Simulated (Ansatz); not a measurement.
## From Ir to Rh

System: Ir (P6₃/mmc, 2 atoms in the cell).
Method of run 1: DFT r2SCAN, scalar-relativistic, plane waves, PAW, no spin polarisation (Ansatz 0.2.0).
System of run 2: Rh (P6₃/mmc, 2 atoms in the cell).

On run 1: The structure was made by swapping elements on the sites of another compound; it need not be a known phase. On run 2: The structure derives from a Materials Project entry. Text and figures count atoms from 1; the logs count them from 0 in places.

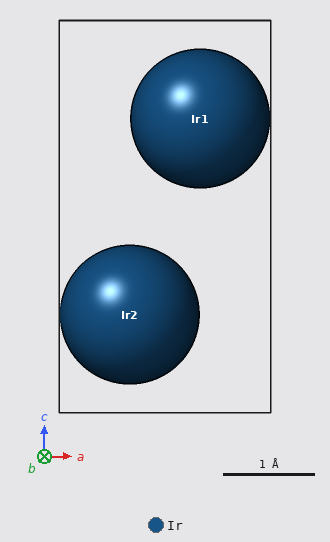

Figure 1. The starting structure (spheres-only view of the cell of the calculation, along the b axis; atoms are numbered from 1 in the order of the input). An atom can appear more than once, as a periodic image.

Input file, run 1:
```yaml
crystal:
  lattice:
    - [2.6906838245, 0.0, 0.0]
    - [-1.3453419122, 2.3302005455, 0.0]
    - [0.0, 0.0, 4.3277730178]
  atoms:
    - { symbol: Ir, position: [0.6666666667, 0.3333333333, 0.75] }
    - { symbol: Ir, position: [0.3333333333, 0.6666666667, 0.25] }
basis:
  ecutwfc: 500
kpoints:
  mp_grid: { grid: [12, 12, 6] }
hamiltonian:
  xc: r2scan
scf:
  occupations: { method: gaussian, width: 0.1 }
output:
  forces: true
  stress: true
  eigenvalues: true
relax:
  adjacent_minimum: "off"
  f_tol: 0.05
  max_steps: 60
  cell: { stress_tol: 0.5 }
```

Command:
```bash
ansatz run input.yaml --threads 1 --pin off --max-ram 2560MiB --backend cpu --events-out ev --progress --plain --runs-dir out
```

Hardware: 1 thread of Intel Xeon @ 2.50GHz (Skylake/Cascade Lake), 189 GiB of memory available, shared host.

Output, shortened to warnings, some set-up lines, iterations and results (run 1):
```
Basis set: ecut = 500 eV, 687 PW (Γ), exchange–correlation on 80×80×128 points (64 copies of the dense FFT grid, shifted against one another)
Symmetry: 24 space group operations
k-points: 76 of 864
Initial density: superposition of atomic densities (neutral atoms: chi_scale 0, normalization atom), corrected by the library's trained network
[...]
SCF iter   1: F=—  HF=-23897.118810 eV  |F-HF|=—  |Δ(HF+E_count)|=         —  Δρ=1.22e-2  dr2=1.10e-2  dr2_τ=7.50e-2  ethr=1.77e-3  ⟨swp⟩=5.2  Hψ=6488  notcnv=0
SCF iter   2: F=—  HF=-23897.183415 eV  |F-HF|=—  |Δ(HF+E_count)|=   6.46e-2  Δρ=7.40e-3  dr2=4.61e-3  dr2_τ=6.17e-4  ethr=3.22e-5  ⟨swp⟩=2.0  Hψ=3072  notcnv=0  defer=9
SCF iter   3: F=—  HF=-23897.188416 eV  |F-HF|=—  |Δ(HF+E_count)|=   5.00e-3  Δρ=1.68e-3  dr2=7.41e-4  dr2_τ=1.01e-4  ethr=1.36e-5  ⟨swp⟩=2.3  Hψ=2497  notcnv=0  defer=9
SCF iter   4: F=—  HF=-23897.188338 eV  |F-HF|=—  |Δ(HF+E_count)|=   7.83e-5  Δρ=5.09e-4  dr2=5.25e-5  dr2_τ=4.43e-6  ethr=2.18e-6  ⟨swp⟩=2.0  Hψ=2207  notcnv=0  defer=9
SCF iter   5: F=—  HF=-23897.188463 eV  |F-HF|=—  |Δ(HF+E_count)|=   1.25e-4  Δρ=2.74e-4  dr2=1.73e-5  dr2_τ=1.24e-6  ethr=1.54e-7  ⟨swp⟩=2.0  Hψ=2265  notcnv=0  defer=9
[... 31 lines ...]
SCF iter   2: F=—  HF=-23897.281668 eV  |F-HF|=—  |Δ(HF+E_count)|=   1.52e-4  Δρ=2.23e-4  dr2=5.07e-7  dr2_τ=4.69e-6  ethr=6.58e-9  ⟨swp⟩=2.3  Hψ=2463  notcnv=0
SCF iter   3: F=—  HF=-23897.281727 eV  |F-HF|=—  |Δ(HF+E_count)|=   5.86e-5  Δρ=1.48e-5  dr2=2.80e-8  dr2_τ=1.90e-8  ethr=1.49e-9  ⟨swp⟩=2.0  Hψ=2287  notcnv=0
SCF iter   4: F=-23897.281727 eV  HF=-23897.281727 eV  |F-HF|=1.91e-8  |Δ(HF+E_count)|=   1.13e-7  Δρ=5.36e-6  dr2=1.39e-9  dr2_τ=1.68e-9  ethr=5.88e-12  ⟨swp⟩=3.0  Hψ=6790  …
SCF 5 converged in 4 iterations: F = -23897.281727 eV  dr2 = 1.39e-9
relax step   5: F+E_penalty+E_count = -23897.28172696 eV  Δ(F+E_penalty+E_count) = -1.157e-3 eV  max|allowed force component| = 1.064e-16 eV/Å  Δτ_max = 0.0000 Å  P = -0.007 …
basis re-selected at this cell: Δ(F+E_penalty+E_count) = -1.157e-3 eV, ΔP = +0.026 GPa vs the last step (what re-selecting the basis moved, of the pressure what is left beyond the Pulay correction that the steps carried, after the strain that the cell walked since its last selection, with what the …
SCF converged after 4 iterations
Free energy (F): -23897.281727 eV
Harris-Foulkes:  -23897.281727 eV  (|F-HF|=1.91e-8)
Internal energy: -23897.269251 eV  (E = F + TS)
E sigma→0 (E₀):  -23897.275489 eV
Entropy (-TS):   -0.012476 eV (-6.238 meV/atom)
Fermi energy:    25.464184 eV
--- Per-component energies (eV) ---
  E_band       = -208.115927
  E_kinetic    = 1247.047064
  E_local      = -2152.115762  (includes V_loc(G=0)·N_el)
  E_nonlocal   = 147.952301
  E_hartree    = 826.997871
  E_xc         = -510.800389
  E_vxc        = -667.021219  (∫ρ·V_xc dr)
  E_paw        = -18499.445890  (= ΣΔE_a)
  E_vpaw       = -479.419067  (= ΣTr[D̂ρ^β])
  E_aug_tail   = -0.000017  (compensation charges beyond the density's cutoff)
  E_vtau       = 41.444702  (kinetic-family band-sum trace: ∫τ·v_τ [+ j·A + Jᵃ·Aᵃ] dr)
  E_ewald      = -4956.270641
  E_core_change = -0.633787  (= ΣΔE_core)
  E_smearing   = -0.012476  (= −TS)
  E_closure    = 0.000000  (closes the sum)
  Σ components = -23897.281727   (vs F -23897.281727, Δ=0.00e0)
--- Forces (eV/Å), atoms counted from 1 ---
  atom   1  Ir     0.00000000    -0.00000000     0.00000000
  atom   2  Ir    -0.00000000     0.00000000     0.00000000
  max |Σ_I F_I| component: 9.25e-18 eV/Å
--- Stress (GPa, compression-positive) ---
       -0.238851       0.000000       0.000000
        0.000000      -0.238851       0.000000
        0.000000       0.000000       0.457556
  P = ⅓ Tr σ = -0.0067 GPa (-0.067 kbar)
--- Relaxed structure (4 steps of the walk, 3 accepted, 1 SCFs on fresh bases) ---
  F+E_penalty+E_count = -23897.28172696 eV   max|allowed force component| = 1.064e-16 eV/Å   (the final SCF, on the basis selected at the relaxed cell)
  cell:  # Å, volume = 28.5220 Å³
    - [2.723286441047784, -2.921729039975824e-11, 0.0]
    - [-1.361643220498589, 2.3584352397437027, 0.0]
[...]
```

For run 2 the input was changed thus:
```diff
-    - [2.6906838245, 0.0, 0.0]
-    - [-1.3453419122, 2.3302005455, 0.0]
-    - [0.0, 0.0, 4.3277730178]
+    - [2.7309790422, 0.0, 0.0]
+    - [-1.3654895211, 2.3650972278, 0.0]
+    - [0.0, 0.0, 4.428489]
-    - { symbol: Ir, position: [0.6666666667, 0.3333333333, 0.75] }
-    - { symbol: Ir, position: [0.3333333333, 0.6666666667, 0.25] }
+    - { symbol: Rh, position: [0.66666667, 0.33333333, 0.75] }
+    - { symbol: Rh, position: [0.33333333, 0.66666667, 0.25] }
-  mp_grid: { grid: [12, 12, 6] }
+  mp_grid: { grid: [12, 12, 4] }
-  max_steps: 60
+  max_steps: 80
```

Predict how the results change.

The total energies belong to different systems, so their difference says nothing on which is more stable or more accurate. The volume per atom goes from 14.26 to 13.73 Å³. The SCF takes 35 iterations over all geometry steps against 31. The irreducible k-points go from 76 to 57.

Output, shortened to warnings, some set-up lines, iterations and results (run 2):
```
Basis set: ecut = 500 eV, 713 PW (Γ), exchange–correlation on 80×80×144 points (64 copies of the dense FFT grid, shifted against one another)
Symmetry: 24 space group operations
k-points: 57 of 576
Initial density: superposition of atomic densities (neutral atoms: chi_scale 0, normalization atom), corrected by the library's trained network
[...]
SCF iter   1: F=—  HF=-12830.439070 eV  |F-HF|=—  |Δ(HF+E_count)|=         —  Δρ=1.17e-2  dr2=8.66e-3  dr2_τ=1.10e-2  ethr=1.77e-3  ⟨swp⟩=4.9  Hψ=4862  notcnv=0
SCF iter   2: F=—  HF=-12830.459205 eV  |F-HF|=—  |Δ(HF+E_count)|=   2.01e-2  Δρ=6.87e-3  dr2=3.83e-3  dr2_τ=4.68e-4  ethr=2.55e-5  ⟨swp⟩=2.0  Hψ=2298  notcnv=0  defer=1
SCF iter   3: F=—  HF=-12830.461492 eV  |F-HF|=—  |Δ(HF+E_count)|=   2.29e-3  Δρ=2.01e-3  dr2=1.03e-3  dr2_τ=1.28e-4  ethr=1.13e-5  ⟨swp⟩=2.0  Hψ=1723  notcnv=0  defer=1
SCF iter   4: F=—  HF=-12830.461274 eV  |F-HF|=—  |Δ(HF+E_count)|=   2.18e-4  Δρ=4.11e-4  dr2=1.31e-5  dr2_τ=1.30e-5  ethr=3.03e-6  ⟨swp⟩=3.0  Hψ=2238  notcnv=0  defer=1
SCF iter   5: F=—  HF=-12830.461304 eV  |F-HF|=—  |Δ(HF+E_count)|=   3.02e-5  Δρ=1.55e-4  dr2=2.10e-6  dr2_τ=4.54e-7  ethr=3.84e-8  ⟨swp⟩=2.5  Hψ=2093  notcnv=0  defer=1
[... 35 lines ...]
SCF iter   2: F=—  HF=-12830.498925 eV  |F-HF|=—  |Δ(HF+E_count)|=   1.64e-6  Δρ=3.92e-5  dr2=5.50e-8  dr2_τ=4.25e-8  ethr=8.92e-10  ⟨swp⟩=2.3  Hψ=1822  notcnv=0
SCF iter   3: F=—  HF=-12830.498925 eV  |F-HF|=—  |Δ(HF+E_count)|=   4.84e-8  Δρ=8.78e-6  dr2=1.03e-8  dr2_τ=2.52e-9  ethr=1.62e-10  ⟨swp⟩=3.0  Hψ=2196  notcnv=0
SCF iter   4: F=-12830.498925 eV  HF=-12830.498925 eV  |F-HF|=3.29e-10  |Δ(HF+E_count)|=  1.27e-11  Δρ=1.39e-6  dr2=8.22e-11  dr2_τ=1.14e-10  ethr=5.88e-12  ⟨swp⟩=4.6  …
SCF 5 converged in 4 iterations: F = -12830.498925 eV  dr2 = 8.22e-11
relax step   5: F+E_penalty+E_count = -12830.49892541 eV  Δ(F+E_penalty+E_count) = +2.368e-4 eV  max|allowed force component| = 4.048e-17 eV/Å  Δτ_max = 0.0000 Å  P = +0.080 …
basis re-selected at this cell: Δ(F+E_penalty+E_count) = +2.368e-4 eV, ΔP = -0.012 GPa vs the last step (what re-selecting the basis moved, of the pressure what is left beyond the Pulay correction that the steps carried, after the strain that the cell walked since its last selection, with what the …
SCF converged after 4 iterations
Free energy (F): -12830.498925 eV
Harris-Foulkes:  -12830.498925 eV  (|F-HF|=3.29e-10)
Internal energy: -12830.489312 eV  (E = F + TS)
E sigma→0 (E₀):  -12830.494119 eV
Entropy (-TS):   -0.009613 eV (-4.807 meV/atom)
Fermi energy:    22.309408 eV
--- Per-component energies (eV) ---
  E_band       = -203.706880
  E_kinetic    = 1146.530530
  E_local      = -3126.881239  (includes V_loc(G=0)·N_el)
  E_nonlocal   = 710.773243
  E_hartree    = 1100.569027
  E_xc         = -433.634943
  E_vxc        = -628.317852  (∫ρ·V_xc dr)
  E_paw        = -7208.437557  (= ΣΔE_a)
  E_vpaw       = -549.472957  (= ΣTr[D̂ρ^β])
  E_aug_tail   = 0.001291  (compensation charges beyond the density's cutoff)
  E_vtau       = 42.522282  (kinetic-family band-sum trace: ∫τ·v_τ [+ j·A + Jᵃ·Aᵃ] dr)
  E_ewald      = -5018.669746
  E_core_change = -0.739919  (= ΣΔE_core)
  E_smearing   = -0.009613  (= −TS)
  E_closure    = -0.000000  (closes the sum)
  Σ components = -12830.498925   (vs F -12830.498925, Δ=0.00e0)
--- Forces (eV/Å), atoms counted from 1 ---
  atom   1  Rh    -0.00000000    -0.00000000     0.00000000
  atom   2  Rh     0.00000000     0.00000000    -0.00000000
  max |Σ_I F_I| component: 2.31e-18 eV/Å
--- Stress (GPa, compression-positive) ---
        0.088743       0.000000      -0.000000
        0.000000       0.088743      -0.000000
       -0.000000      -0.000000       0.063165
  P = ⅓ Tr σ = 0.0802 GPa (0.802 kbar)
--- Relaxed structure (4 steps of the walk, 3 accepted, 1 SCFs on fresh bases) ---
  F+E_penalty+E_count = -12830.49892541 eV   max|allowed force component| = 4.048e-17 eV/Å   (the final SCF, on the basis selected at the relaxed cell)
  cell:  # Å, volume = 27.4697 Å³
    - [2.6975591260211726, -6.42068418450566e-33, -8.025855230632076e-34]
[...]
```

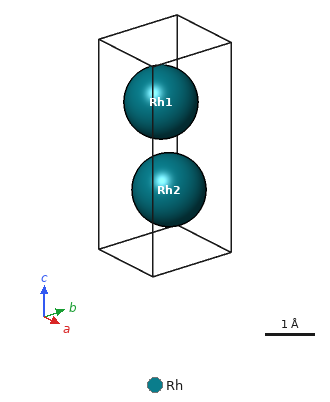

Figure 2. The input structure of run 2 (spheres-only view of the cell of the calculation, seen slightly off an axis; atoms are numbered from 1 in the order of the input). An atom can appear more than once, as a periodic image.

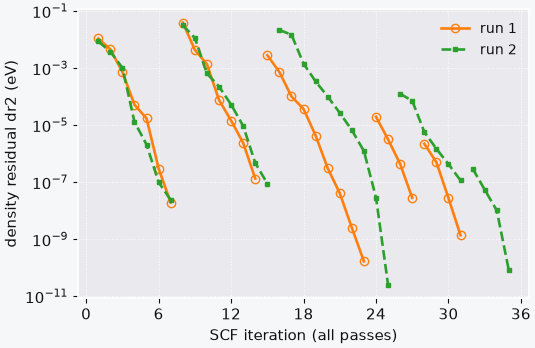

Figure 3. Convergence of the two runs: density residual dr2 against the SCF iteration. A break in a curve parts two SCF passes. Run 1 takes 31 iterations in all, and run 2 takes 35.

The two runs side by side:

| quantity | run 1 | run 2 |
| --- | --- | --- |
| outcome | converged | converged |
| free energy per atom (eV) | −11948.6409 | −6415.2495 |
| energy per atom, smearing taken to zero (eV) | −11948.6377 | −6415.2471 |
| gap on the mesh (eV) | 0.00 | 0.00 |
| pressure (GPa) | −0.01 | 0.08 |
| volume per atom (Å³) | 14.26 | 13.73 |
| largest force (eV/Å) | 0.000 | 0.000 |
| SCF iterations | 31 | 35 |
| irreducible k-points | 76 | 57 |
| wall time (shared host) | 46 s | 42 s |

For run 1: Spin–orbit coupling is left out, which matters for Ir.
